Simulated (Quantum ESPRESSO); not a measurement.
**P: band-structure run (part 1 of 2)**

System: P (Pmna, 4 atoms in the cell).
Method: Kohn-Sham DFT of a periodic cell, r2SCAN, SG15 PBE 1.2, no spin polarisation (Quantum ESPRESSO 7.5).

The structure derives from a Materials Project entry.

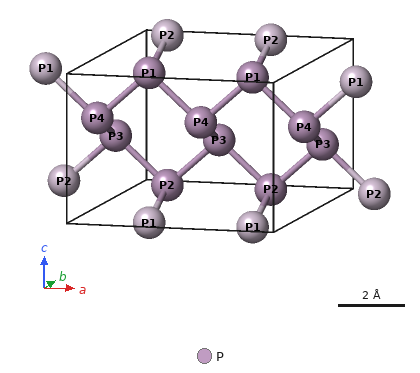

Figure 1. The structure as given in the input (ball-and-stick view of the 2 × 1 repeat of the cell, with the vacuum cut short, seen slightly off an axis; neighbours outside the cell are drawn fainter; atoms are numbered from 1 in the order of the input). An atom can appear more than once, as a periodic image. Near neighbours in the periodic cell (some may lie outside the picture): P has 3 P at 2.20 to 2.24 Å.

### Input file
```
&CONTROL
  calculation = 'scf'
  prefix = 'pwscf'
  outdir = './tmp'
  pseudo_dir = './pseudo'
  tprnfor = .true.
  tstress = .true.
  disk_io = 'low'
/
&SYSTEM
  ibrav = 0
  celldm(1) = 8
  nat = 4
  ntyp = 1
  ecutwfc = 44
  nbnd = 16
  input_dft = 'r2scan'
  occupations = 'smearing'
  smearing = 'fd'
  degauss = 0.00367493
  nosym = .true.
/
&ELECTRONS
  conv_thr = 1d-08
  electron_maxstep = 120
  mixing_beta = 0.5
/
ATOMIC_SPECIES
P     30.9738 P_ONCV_PBE-1.2.upf
CELL_PARAMETERS alat
  0.7756682573302   0.0000000000000   0.0000000000000
  0.0000000000000   8.2337802610866   0.0000000000000
  0.0000000000000   0.0000000000000   1.0941714359958
ATOMIC_POSITIONS crystal
P      0.5000000000    0.9702614300    0.9078492800
P      0.5000000000    0.0297385700    0.0921507200
P      0.0000000000    0.0297385700    0.4078492800
P      0.0000000000    0.9702614300    0.5921507200
K_POINTS automatic
8 1 6 0 0 0
```

### File bands.in
```
&CONTROL
  calculation = 'bands'
  prefix = 'pwscf'
  outdir = './tmp'
  pseudo_dir = './pseudo'
  disk_io = 'low'
  verbosity = 'high'
/
&SYSTEM
  ibrav = 0
  celldm(1) = 8
  nat = 4
  ntyp = 1
  ecutwfc = 44
  nbnd = 16
  input_dft = 'r2scan'
  occupations = 'smearing'
  smearing = 'fd'
  degauss = 0.00367493
  nosym = .true.
/
&ELECTRONS
  conv_thr = 1d-08
  electron_maxstep = 120
  mixing_beta = 0.5
  diago_full_acc = .true.
  startingwfc = 'random'
/
ATOMIC_SPECIES
P     30.9738 P_ONCV_PBE-1.2.upf
CELL_PARAMETERS alat
  0.7756682573302   0.0000000000000   0.0000000000000
  0.0000000000000   8.2337802610866   0.0000000000000
  0.0000000000000   0.0000000000000   1.0941714359958
ATOMIC_POSITIONS crystal
P      0.5000000000    0.9702614300    0.9078492800
P      0.5000000000    0.0297385700    0.0921507200
P      0.0000000000    0.0297385700    0.4078492800
P      0.0000000000    0.9702614300    0.5921507200
K_POINTS crystal
63
 0.0000000000  0.0000000000  0.0000000000 1
-0.0714285714  0.0000000000  0.0000000000 1
-0.1428571429  0.0000000000  0.0000000000 1
-0.2142857143  0.0000000000  0.0000000000 1
-0.2857142857  0.0000000000  0.0000000000 1
-0.3571428571  0.0000000000  0.0000000000 1
-0.4285714286  0.0000000000  0.0000000000 1
-0.5000000000  0.0000000000  0.0000000000 1
-0.5000000000  0.0000000000 -0.1000000000 1
-0.5000000000  0.0000000000 -0.2000000000 1
-0.5000000000  0.0000000000 -0.3000000000 1
-0.5000000000  0.0000000000 -0.4000000000 1
-0.5000000000  0.0000000000 -0.5000000000 1
-0.4375000000  0.0000000000 -0.5000000000 1
-0.3750000000  0.0000000000 -0.5000000000 1
-0.3125000000  0.0000000000 -0.5000000000 1
-0.2500000000  0.0000000000 -0.5000000000 1
-0.1875000000  0.0000000000 -0.5000000000 1
-0.1250000000  0.0000000000 -0.5000000000 1
-0.0625000000  0.0000000000 -0.5000000000 1
 0.0000000000  0.0000000000 -0.5000000000 1
 0.0000000000  0.0000000000 -0.4000000000 1
 0.0000000000  0.0000000000 -0.3000000000 1
 0.0000000000  0.0000000000 -0.2000000000 1
 0.0000000000  0.0000000000 -0.1000000000 1
 0.0000000000  0.0000000000  0.0000000000 1
 0.0000000000 -0.5000000000  0.0000000000 1
-0.0625000000 -0.5000000000  0.0000000000 1
-0.1250000000 -0.5000000000  0.0000000000 1
-0.1875000000 -0.5000000000  0.0000000000 1
-0.2500000000 -0.5000000000  0.0000000000 1
-0.3125000000 -0.5000000000  0.0000000000 1
-0.3750000000 -0.5000000000  0.0000000000 1
-0.4375000000 -0.5000000000  0.0000000000 1
-0.5000000000 -0.5000000000  0.0000000000 1
-0.5000000000 -0.5000000000 -0.0833333333 1
-0.5000000000 -0.5000000000 -0.1666666667 1
-0.5000000000 -0.5000000000 -0.2500000000 1
-0.5000000000 -0.5000000000 -0.3333333333 1
-0.5000000000 -0.5000000000 -0.4166666667 1
-0.5000000000 -0.5000000000 -0.5000000000 1
-0.4444444444 -0.5000000000 -0.5000000000 1
-0.3888888889 -0.5000000000 -0.5000000000 1
-0.3333333333 -0.5000000000 -0.5000000000 1
-0.2777777778 -0.5000000000 -0.5000000000 1
-0.2222222222 -0.5000000000 -0.5000000000 1
-0.1666666667 -0.5000000000 -0.5000000000 1
-0.1111111111 -0.5000000000 -0.5000000000 1
-0.0555555556 -0.5000000000 -0.5000000000 1
 0.0000000000 -0.5000000000 -0.5000000000 1
 0.0000000000 -0.5000000000 -0.4285714286 1
 0.0000000000 -0.5000000000 -0.3571428571 1
 0.0000000000 -0.5000000000 -0.2857142857 1
 0.0000000000 -0.5000000000 -0.2142857143 1
 0.0000000000 -0.5000000000 -0.1428571429 1
 0.0000000000 -0.5000000000 -0.0714285714 1
 0.0000000000 -0.5000000000  0.0000000000 1
 0.0000000000  0.0000000000 -0.5000000000 1
 0.0000000000 -0.5000000000 -0.5000000000 1
-0.5000000000 -0.5000000000  0.0000000000 1
-0.5000000000  0.0000000000  0.0000000000 1
-0.5000000000  0.0000000000 -0.5000000000 1
-0.5000000000 -0.5000000000 -0.5000000000 1
```

Run as:
```bash
OMP_NUM_THREADS=1 mpirun -n 2 pw.x -nk 2 -in pw.in > pw.out
OMP_NUM_THREADS=1 mpirun -n 2 pw.x -nk 2 -in bands.in > bands.out
```

### What the program printed
```
This program is part of the open-source Quantum ESPRESSO suite
     for quantum simulation of materials; please cite
         "P. Giannozzi et al., J. Phys.:Condens. Matter 21 395502 (2009);
         "P. Giannozzi et al., J. Phys.:Condens. Matter 29 465901 (2017);
         "P. Giannozzi et al., J. Chem. Phys. 152 154105 (2020);
          URL
     in publications or presentations arising from this work. More details at

     IMPORTANT: XC functional enforced from input :
     Exchange-correlation= R2SCAN
                           (   0   0   0   0   0 497 498)
     Any further DFT definition will be discarded
     Please, verify this is what you really want

     K-points division:     npool     =       2
     Subspace diagonalization in iterative solution of the eigenvalue problem:
     a serial algorithm will be used

     G-vector sticks info
     --------------------
     sticks:   dense  smooth     PW     G-vecs:    dense   smooth      PW
     Sum        5733    5733   1731               141033   141033   23067

     Using Slab Decomposition

     bravais-lattice index     =            0
     lattice parameter (alat)  =       8.0000  a.u.
     unit-cell volume          =    3577.9200 (a.u.)^3
     number of atoms/cell      =            4
     number of atomic types    =            1
     number of electrons       =        20.00
     number of Kohn-Sham states=           16
     kinetic-energy cutoff     =      44.0000  Ry
     charge density cutoff     =     176.0000  Ry
     scf convergence threshold =      1.0E-08
     mixing beta               =       0.5000
     number of iterations used =            8  plain     mixing
     Exchange-correlation= R2SCAN
                           (   0   0   0   0   0 497 498)

     celldm(1)=   8.000000  celldm(2)=   0.000000  celldm(3)=   0.000000
     celldm(4)=   0.000000  celldm(5)=   0.000000  celldm(6)=   0.000000

     crystal axes: (cart. coord. in units of alat)
               a(1) = (   0.775668   0.000000   0.000000 )
               a(2) = (   0.000000   8.233780   0.000000 )
               a(3) = (   0.000000   0.000000   1.094171 )

     reciprocal axes: (cart. coord. in units 2 pi/alat)
               b(1) = (  1.289211  0.000000  0.000000 )
               b(2) = (  0.000000  0.121451  0.000000 )
               b(3) = (  0.000000  0.000000  0.913934 )

     PseudoPot. # 1 for P  read from file:
     P_ONCV_PBE-1.2.upf
     Pseudo is Norm-conserving, Zval =  5.0
     Generated using ONCVPSP code by D. R. Hamann
     Using radial grid of  602 points,  4 beta functions with:
                l(1) =   0
                l(2) =   0
                l(3) =   1
                l(4) =   1

     atomic species   valence    mass     pseudopotential
     P                 5.00    30.97380     P ( 1.00)

     No symmetry found

   Cartesian axes

     site n.     atom                  positions (alat units)
         1        P      tau(   1) = (   0.3878341   7.9889194   0.9933428  )
         2        P      tau(   2) = (   0.3878341   0.2448609   0.1008287  )
         3        P      tau(   3) = (   0.0000000   0.2448609   0.4462570  )
         4        P      tau(   4) = (   0.0000000   7.9889194   0.6479144  )

     number of k points=    26  Fermi-Dirac smearing, width (Ry)=  0.0037
                       cart. coord. in units 2pi/alat
        k(    1) = (   0.0000000   0.0000000   0.0000000), wk =   0.0416667
        k(    2) = (   0.0000000   0.0000000   0.1523223), wk =   0.0833333
        k(    3) = (   0.0000000   0.0000000   0.3046445), wk =   0.0833333
        k(    4) = (   0.0000000   0.0000000  -0.4569668), wk =   0.0416667
        k(    5) = (   0.1611514   0.0000000   0.0000000), wk =   0.0833333
        k(    6) = (   0.1611514   0.0000000   0.1523223), wk =   0.0833333
        k(    7) = (   0.1611514   0.0000000   0.3046445), wk =   0.0833333
        k(    8) = (   0.1611514   0.0000000  -0.4569668), wk =   0.0833333
        k(    9) = (   0.1611514   0.0000000  -0.3046445), wk =   0.0833333
        k(   10) = (   0.1611514   0.0000000  -0.1523223), wk =   0.0833333
        k(   11) = (   0.3223027   0.0000000   0.0000000), wk =   0.0833333
        k(   12) = (   0.3223027   0.0000000   0.1523223), wk =   0.0833333
        k(   13) = (   0.3223027   0.0000000   0.3046445), wk =   0.0833333
        k(   14) = (   0.3223027   0.0000000  -0.4569668), wk =   0.0833333
        k(   15) = (   0.3223027   0.0000000  -0.3046445), wk =   0.0833333
        k(   16) = (   0.3223027   0.0000000  -0.1523223), wk =   0.0833333
        k(   17) = (   0.4834541   0.0000000   0.0000000), wk =   0.0833333
        k(   18) = (   0.4834541   0.0000000   0.1523223), wk =   0.0833333
        k(   19) = (   0.4834541   0.0000000   0.3046445), wk =   0.0833333
        k(   20) = (   0.4834541   0.0000000  -0.4569668), wk =   0.0833333
        k(   21) = (   0.4834541   0.0000000  -0.3046445), wk =   0.0833333
        k(   22) = (   0.4834541   0.0000000  -0.1523223), wk =   0.0833333
        k(   23) = (  -0.6446055   0.0000000   0.0000000), wk =   0.0416667
        k(   24) = (  -0.6446055   0.0000000   0.1523223), wk =   0.0833333
        k(   25) = (  -0.6446055   0.0000000   0.3046445), wk =   0.0833333
        k(   26) = (  -0.6446055   0.0000000  -0.4569668), wk =   0.0416667

     Dense  grid:   141033 G-vectors     FFT dimensions: (  27, 288,  40)

     WARNING: libxc functional with ID  497 depends
      on external parameters: check the user_guide of
      QE if you need to modify them or to check their
      default values.

     WARNING: libxc functional with ID  498 depends
      on external parameters: check the user_guide of
      QE if you need to modify them or to check their
      default values.

     Initial potential from superposition of free atoms

     starting charge      19.9103, renormalised to      20.0000

     negative rho (up,down):  4.071E-04 0.000E+00
     Starting wfcs are random

     Self-consistent Calculation

     iteration #  1     ecut=    44.00 Ry     beta= 0.50
     Davidson diagonalization with overlap
     c_bands:  4 eigenvalues not converged
     ethr =  1.00E-02,  avg # of iterations = 26.7

     total energy              =     677.75731755 Ry
     estimated scf accuracy    <    3337.53945343 Ry

     iteration #  2     ecut=    44.00 Ry     beta= 0.50
     Davidson diagonalization with overlap
     c_bands:  1 eigenvalues not converged
     ethr =  1.00E-02,  avg # of iterations = 17.3

     total energy              =     -74.91421358 Ry
     estimated scf accuracy    <     870.95739500 Ry

     iteration #  3     ecut=    44.00 Ry     beta= 0.50
     Davidson diagonalization with overlap
     ethr =  1.00E-02,  avg # of iterations =  3.5

     total energy              =     -60.66604070 Ry
     estimated scf accuracy    <     380.36009917 Ry

     iteration #  4     ecut=    44.00 Ry     beta= 0.50
     Davidson diagonalization with overlap
     ethr =  1.00E-02,  avg # of iterations =  3.3

     total energy              =     -60.29976510 Ry
     estimated scf accuracy    <     170.95011775 Ry

     iteration #  5     ecut=    44.00 Ry     beta= 0.50
     Davidson diagonalization with overlap
     ethr =  1.00E-02,  avg # of iterations =  1.1

     total energy              =     -52.95597567 Ry
     estimated scf accuracy    <     136.58716149 Ry

     iteration #  6     ecut=    44.00 Ry     beta= 0.50
     Davidson diagonalization with overlap
     ethr =  1.00E-02,  avg # of iterations =  2.0

     total energy              =     -53.42921527 Ry
     estimated scf accuracy    <      18.40173249 Ry

     iteration #  7     ecut=    44.00 Ry     beta= 0.50
     Davidson diagonalization with overlap
     ethr =  1.00E-02,  avg # of iterations =  1.0

     total energy              =     -53.51086252 Ry
     estimated scf accuracy    <      21.00855526 Ry

     iteration #  8     ecut=    44.00 Ry     beta= 0.50
     Davidson diagonalization with overlap
     ethr =  1.00E-02,  avg # of iterations =  1.0

     total energy              =     -53.36834045 Ry
     estimated scf accuracy    <      21.78504737 Ry

     iteration #  9     ecut=    44.00 Ry     beta= 0.50
     Davidson diagonalization with overlap
     ethr =  1.00E-02,  avg # of iterations =  1.0

     negative rho (up,down):  3.983E-07 0.000E+00

     total energy              =     -52.63372787 Ry
     estimated scf accuracy    <      17.41228107 Ry

     iteration # 10     ecut=    44.00 Ry     beta= 0.50
     Davidson diagonalization with overlap
     ethr =  1.00E-02,  avg # of iterations =  2.0

     negative rho (up,down):  5.535E-04 0.000E+00

     total energy              =     -52.76813429 Ry
     estimated scf accuracy    <       0.10038156 Ry

     iteration # 11     ecut=    44.00 Ry     beta= 0.50
     Davidson diagonalization with overlap
     ethr =  5.02E-04,  avg # of iterations =  6.7

     negative rho (up,down):  8.653E-04 0.000E+00

     total energy              =     -52.77176765 Ry
     estimated scf accuracy    <       0.04885846 Ry

     iteration # 12     ecut=    44.00 Ry     beta= 0.50
     Davidson diagonalization with overlap
     ethr =  2.44E-04,  avg # of iterations =  4.6

     negative rho (up,down):  2.548E-03 0.000E+00

     total energy              =     -52.77278752 Ry
     estimated scf accuracy    <       0.03820561 Ry

     iteration # 13     ecut=    44.00 Ry     beta= 0.50
     Davidson diagonalization with overlap
     c_bands:  1 eigenvalues not converged
     ethr =  1.91E-04,  avg # of iterations =  2.7

     negative rho (up,down):  2.298E-03 0.000E+00

     total energy              =     -52.77700470 Ry
     estimated scf accuracy    <       0.05098404 Ry

     iteration # 14     ecut=    44.00 Ry     beta= 0.50
     Davidson diagonalization with overlap
     c_bands:  1 eigenvalues not converged
     ethr =  1.91E-04,  avg # of iterations =  1.7

     negative rho (up,down):  1.852E-02 0.000E+00

     total energy              =     -52.82850353 Ry
     estimated scf accuracy    <       0.05327273 Ry

     iteration # 15     ecut=    44.00 Ry     beta= 0.50
     Davidson diagonalization with overlap
     c_bands:  1 eigenvalues not converged
     ethr =  1.91E-04,  avg # of iterations =  3.7

     negative rho (up,down):  8.135E-03 0.000E+00
```
